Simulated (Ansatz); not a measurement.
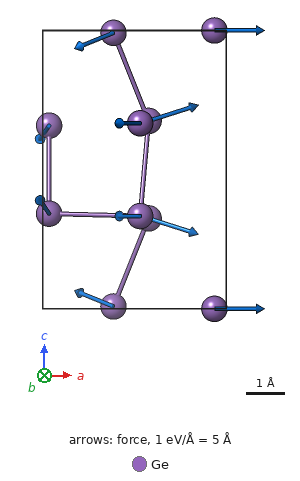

Starting geometry of crystalline Ge (a generated structure, set up in P3_112) (coarse preliminary run) with the computed forces as blue arrows. The picture is a ball-and-stick view of the cell of the calculation, seen along the b axis.

These are results of DFT PBE, scalar-relativistic, plane waves, PAW in Ansatz 0.2.0, not measurements.

The input:
```yaml
crystal:
  lattice:
    - [5.6360894539, 0.0, 0.0]
    - [-2.8180447269, 4.8809966451, 0.0]
    - [0.0, 0.0, 7.4040374223]
  atoms:
    - { symbol: Ge, position: [0.0356477713, 0.4219911658, 0.3418538954] }
    - { symbol: Ge, position: [0.5780088342, 0.6136566056, 0.6751872288] }
    - { symbol: Ge, position: [0.3863433944, 0.9643522287, 0.0085205621] }
    - { symbol: Ge, position: [0.5780088342, 0.9643522287, 0.3248127712] }
    - { symbol: Ge, position: [0.3863433944, 0.4219911658, 0.9914794379] }
    - { symbol: Ge, position: [0.0356477713, 0.6136566056, 0.6581461046] }
    - { symbol: Ge, position: [0.5318231405, 0.4681768595, 0.3333333333] }
    - { symbol: Ge, position: [0.5318231405, 0.063646281, 0.6666666667] }
    - { symbol: Ge, position: [0.936353719, 0.4681768595, 0.0] }
basis:
  ecutwfc: 420
kpoints:
  mp_grid: { grid: [6, 6, 4] }
hamiltonian:
  xc: pbe
scf:
  occupations: { method: gaussian, width: 0.1 }
  lower_state_search: "off"
output:
  forces: true
  stress: true
  eigenvalues: true
relax:
  adjacent_minimum: "off"
  f_tol: 0.04
  max_steps: 70
  cell: { stress_tol: 0.4 }
```

Command:
```bash
ansatz run input.yaml --threads 1 --pin off --max-ram 2560MiB --backend cpu --events-out ev --progress --plain --runs-dir out
```

Is this structure relaxed? If not, where do the atoms go?

Answer. It isn't relaxed: the largest force vector, on Ge atoms, is 0.30 eV/Å. The atoms end up moving mostly along the starting forces (cosine between the two patterns 0.92). The largest moves relative to the cell, 0.26 Å, are those of Ge7, Ge8 and Ge9. Ge9 goes along [2 1 0]. The volume changes by +5.7 %, with a = b 5.636 → 5.873 Å (+4.2 %), c 7.404 → 7.207 Å (−2.7 %). Among the contacts that change: Ge1–Ge4 2.582 → 2.487 Å, Ge1–Ge7 2.677 → 2.602 Å, Ge1–Ge9 2.633 → 2.608 Å, Ge1–Ge6 2.579 → 2.562 Å. Among the angles between lasting bonds that change: Ge1–Ge9–Ge6 158.8° → 171.6°, Ge3–Ge9–Ge5 69.7° → 81.7°, Ge6–Ge1–Ge9 141.9° → 133.3°. The space group stays P3_112 (No. 151). Over 4 accepted moves (6 points after the start) the energy falls by 0.275 eV per cell of the calculation. Largest force component: 0.28 eV/Å at the start, 0.018 eV/Å at the end. The pressure goes from 0.69 to 0.02 GPa. The line search rejected the trial step at point 2 of the run. At 1 point the geometry stayed and the basis and grid were re-selected for the new cell (energy shift of 2.7 meV per cell of the calculation at most each time). Cost: 120 s on 1 thread of Intel(R) Xeon(R) 6975P-C (Granite Rapids), with other jobs on the host, peak memory 0.69 GiB.
